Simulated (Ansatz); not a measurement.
The compound is MgO (space group P4/mmm, No. 123), taken as the end point of a relaxation with DFT PBE, scalar-relativistic, plane waves, PAW in Ansatz; the starting structure was generated, so it need not be a known form of this composition.

```
CELL_PARAMETERS angstrom
2.82886 0.00000 0.00000
0.00000 2.82886 0.00000
0.00000 0.00000 5.04971
ATOMIC_POSITIONS crystal
Mg 0.50000 0.50000 0.00000
O 0.00000 0.00000 0.00000
```

Describe how the polyhedra about Mg are linked (bonds: Mg–O below 2.3 Å).

Mg: MgO4 square, sharing corners with four neighbours and edges with four neighbours.

They form layers of corner- and edge-sharing squares parallel to (001).

Centre to centre across a shared corner: 4.00 Å; across a shared edge: 2.83 Å.

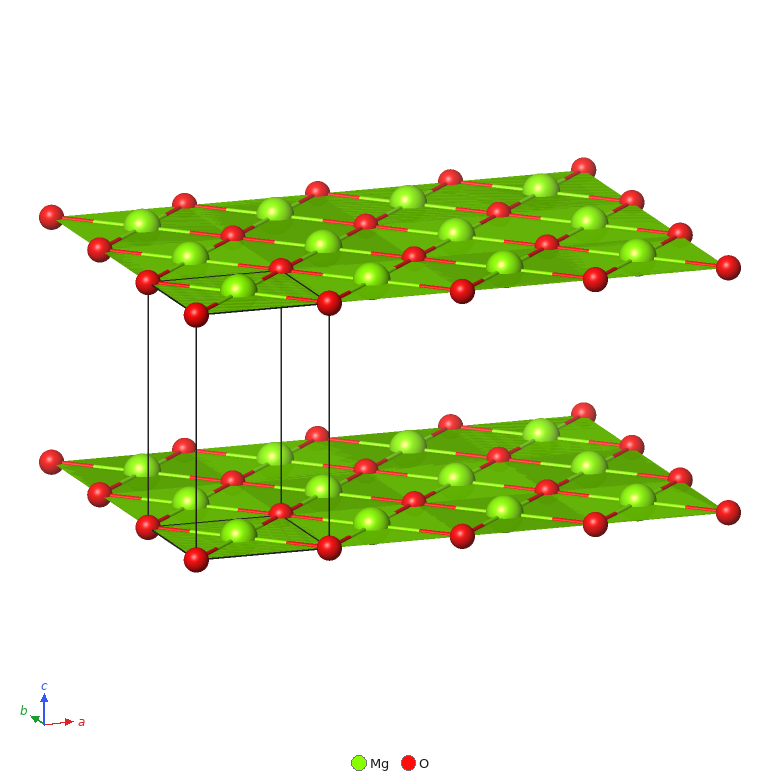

Polyhedra are drawn about Mg (bonds: Mg–O below 2.3 Å); other atoms are plain spheres.
